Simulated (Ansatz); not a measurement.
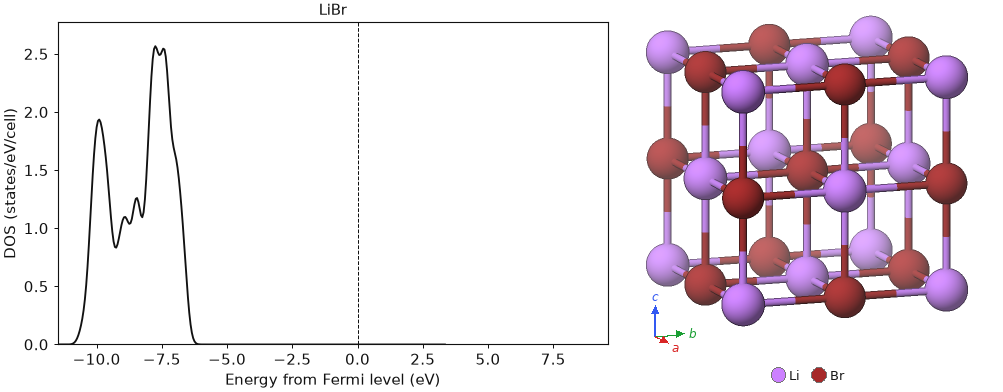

Density of states, beside the structure. Energies are counted from the Fermi level, put mid-gap where there is a gap. The curve is built from the levels of the k mesh with Gaussians 0.4 eV wide, which also blur the band edges.

The Ansatz input:

```
crystal:
  lattice:
    - [0.0, 2.7395485848, 2.7395485848]
    - [2.7395485848, 0.0, 2.7395485848]
    - [2.7395485848, 2.7395485848, 0.0]
  atoms:
    - { symbol: Li, position: [0.0, 0.0, 0.0] }
    - { symbol: Br, position: [0.5, 0.5, 0.5] }
kpoints:
  mp_grid: { grid: [6, 6, 6] }
  band_path:
    path:
      - [0.0, 0.0, 0.0]
      - [0.5, 0.0, 0.5]
      - [0.625, 0.25, 0.625]
      - [0.375, 0.375, 0.75]
      - [0.5, 0.5, 0.5]
      - [0.5, 0.25, 0.75]
      - [-0.083333, 0.0, 0.083333]
    npoints: 1
hamiltonian:
  xc: hf
scf:
  occupations: { method: fixed }
  n_extra_bands: 4
output:
  forces: true
  stress: true
  eigenvalues: true
  write_density: true
  write_potential: true
  elf: true
  volumetric_format: npy
```

Command:
```bash
ansatz run input.yaml --threads 2 --pin off --max-ram 2211MiB --backend cpu --events-out ev --progress --plain --runs-dir out
```

Question: Metal or insulator, going by the density of states?

Answer: There is a gap; over the k points computed it is 13.20 eV (direct among those points).

Question: Where is the tallest peak of the filled states in the window?

Answer: Within the window shown, the tallest peak of the filled states lies 1.1 eV under the valence-band top, at about 2.6 states per eV and cell.

Question: How wide is the upper valence band?

Answer: The upper group of valence states starts about 3.9 eV under the valence-band top (which lies at −6.6 eV on this axis), with a gap beneath it; it holds about 6 electrons a cell.
